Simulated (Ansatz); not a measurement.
Given this structure:

```
CELL_PARAMETERS angstrom
2.82290 0.00000 0.00000
-1.41145 2.44471 0.00000
0.00000 0.00000 2.57469
ATOMIC_POSITIONS crystal
Mg 0.00000 0.00000 0.00000
O 0.33333 0.66667 0.50000
```

Q: Summarise the structure in words.

A: The material is MgO. The structure has P-6m2 (No. 187) symmetry and a primitive hexagonal lattice. Type of structure: tungsten carbide (WC) type. Counting shared atoms by their share gives 1 Mg, 1 O, or 2 atoms. Mg sits among six O in a trigonal prismatic arrangement at 2.08 Å. O bonds to six Mg in a trigonal prismatic arrangement at 2.08 Å. The bonds build a three-dimensional framework.

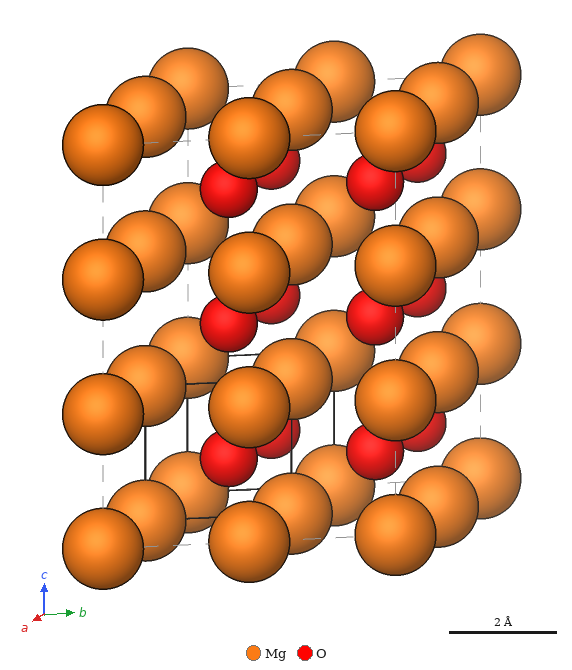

The crystal in a spheres-only representation, seen slightly off an axis. A 2×2×3 array of cells is drawn; the conventional unit cell has the solid edges.

Its origin is a structure listed in the Materials Project. Earlier steps of the study may have refined or changed the cell and positions. It was set up as input for a calculation with Ansatz.
